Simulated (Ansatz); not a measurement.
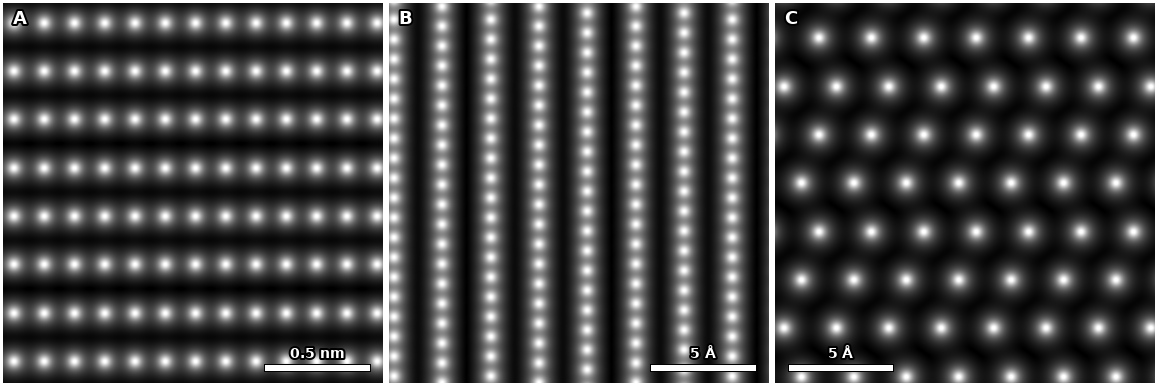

Three views of Ti (R-3m, No. 166) along different zone axes. Computed as the sum of neutral-atom potentials (tabulated electron scattering factors, B = 0.3 Å²) projected along the beam and smoothed by 0.25 Å; brighter is more positive. The display is stretched by a gamma of 0.6; percentages refer to the linear signal. Atomic positions: the end point of a relaxation with DFT PBE, scalar-relativistic, plane waves, PAW in Ansatz; the starting structure was generated, so it need not be a known form of this composition.

Space group R-3m:H (No. 166). a = 2.931 Å, b = 2.931 Å, c = 21.081 Å, α = 90.00°, β = 90.00°, γ = 120.00°
```csv
atom,site,symmetry,x,y,z
Ti,3a,-3m,0.0000,0.0000,0.0000
Ti,6c,3m,0.0000,0.0000,0.2228
```

Match the panels to the zone axes [100], [210] and [310].

A is [210]: projected cell 1.47 × 7.03 Å, 90°. B is [310]: projected cell 0.96 × 7.03 Å, 93°. C is [100]: projected cell 2.54 × 7.08 Å, 97°, plane group p2.
